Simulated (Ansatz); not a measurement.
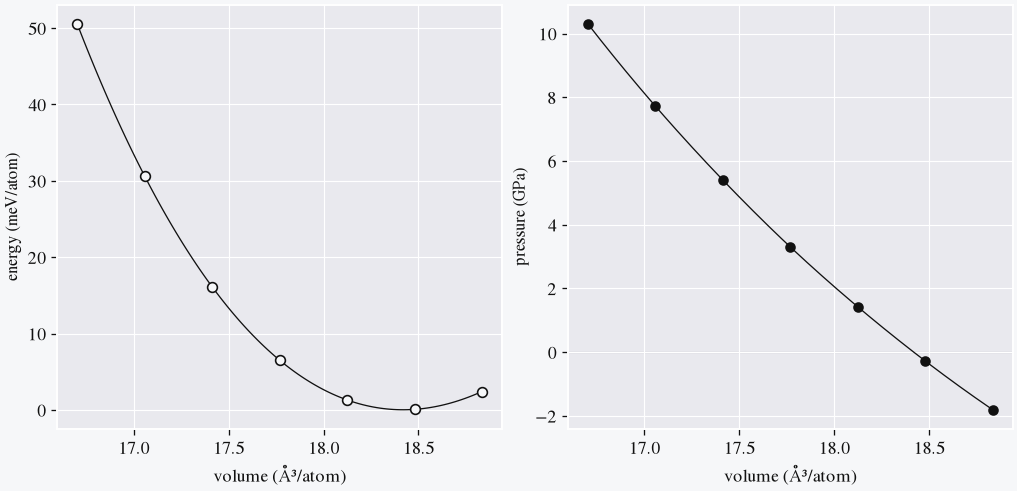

Caption: Energy and pressure against volume for SnO, space group P4/nmm (No. 129).

A third-order Birch–Murnaghan fit gives V0 = 18.42 Å³/atom, B0 = 85 GPa and B′ = 4.4. The energy is 50.54 meV/atom at volume 16.70 Å³/atom and 2.39 meV/atom at 18.84 Å³/atom; the lowest computed point is at volume 18.48 Å³/atom (0.07 meV/atom). The pressure falls from 10.30 GPa at volume 16.70 Å³/atom to −1.81 GPa at 18.84 Å³/atom, and changes sign near 18.42 Å³/atom.

Computed with Ansatz 0.2.0: plane-wave DFT, no spin polarisation; energies at scaled volumes of the given cell, shape and fractions fixed, counted from the fit's minimum, third-order Birch-Murnaghan fit. Level: BPBE.

- k mesh: 7×7×6
- occupations: Fermi–Dirac
- smearing width: 0.05 eV
- potentials: Ansatz PAW
- wave cutoff: 420 eV
- density cutoff: 1680 eV

Cell as given: a = 3.814 Å, b = 3.814 Å, c = 4.887 Å, α = 90.00°, β = 90.00°, γ = 90.00°; 4 atoms.

Caveats: the functional was run on potentials made for another functional; shape and atomic fractions are frozen while scaling, which makes layered, chain and framework solids too stiff.
